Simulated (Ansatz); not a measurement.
System: SnO (slab).

The calculation's input:

```
crystal:
  lattice:
    - [4.0880964671, 5.769e-06, 0.0]
    - [-5.5938e-06, 4.0880964671, 0.0]
    - [0.0, 0.0, 30.6344298968]
  atoms:
    - { symbol: Sn, position: [0.9998505288, 0.9998505288, 0.4614165615] }
    - { symbol: O, position: [0.9998515282, 0.499851077, 0.5000006575] }
    - { symbol: O, position: [0.499851077, 0.9998515282, 0.5000006575] }
    - { symbol: Sn, position: [0.4998494254, 0.4998494254, 0.5385847816] }
  periodic: [true, true, false]
basis:
  ecutwfc: 420
kpoints:
  mp_grid: { grid: [6, 6, 1] }
  band_path:
    path:
      - [0, 0, 0]
      - [0.5, 0, 0]
      - [0.5, 0.5, 0]
      - [0, 0.5, 0]
      - [0, 0, 0]
      - [0.5, 0.5, 0]
    npoints: 8
hamiltonian:
  xc: pbe
  dispersion: d3bj
scf:
  occupations: { method: gaussian, width: 0.02 }
output:
  forces: true
  stress: true
  eigenvalues: true
  write_density: true
  write_potential: true
  elf: true
  volumetric_format: npy
relax:
  adjacent_minimum: "off"
  f_tol: 0.01
  max_steps: 40
```

Command:

```sh
ansatz run input.yaml --threads 2 --pin off --max-ram 5120MiB --backend cpu --events-out ev --progress --plain --runs-dir out
```

The fields are those of the relaxed geometry.

Changed on purpose from its base cell (biaxial strain +0.070, atoms relaxed).

Method: DFT PBE+D3(BJ), scalar-relativistic, plane waves, PAW in Ansatz.

Q: What will maps of the valence pseudo-density and electron localisation function show?

A: Sn–O (2.32 Å): ρ is about 0.4 e/Å³ halfway; the ELF peaks at about 0.85 in the valence shell of O, 0.6 Å from its nucleus, and drops to about 0.20 between the two atoms: no shared electron pair shows on this line.

Q: Does the calculation give a band gap?

A: It is gapped, with a Kohn–Sham gap of 2.2 eV on the k-point mesh (the band edges may lie off the mesh, which would make the gap smaller).

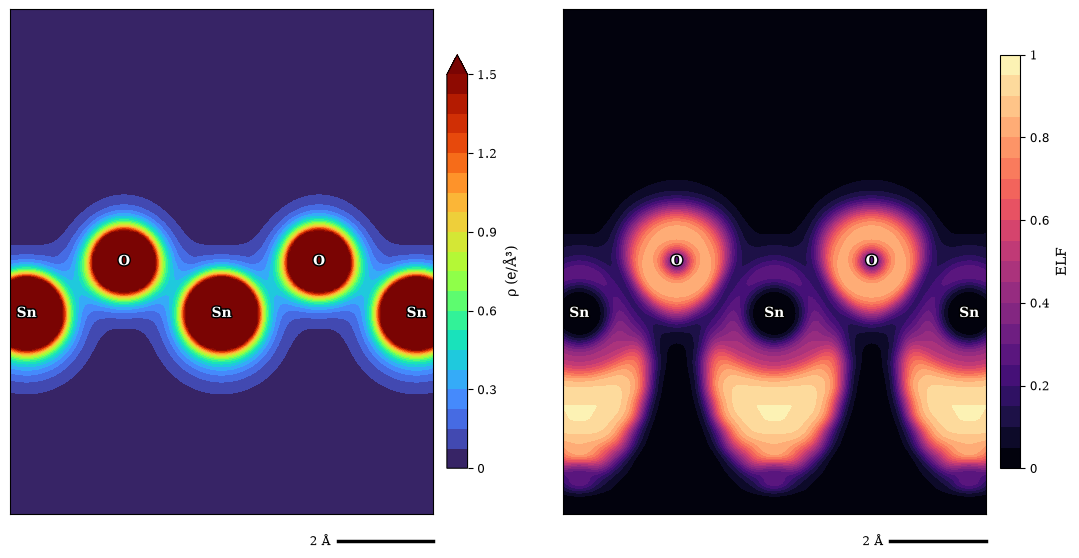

Computed valence pseudo-density and electron localisation function on the (010) plane of the calculation cell, a cut from vacuum to vacuum, in this order. 
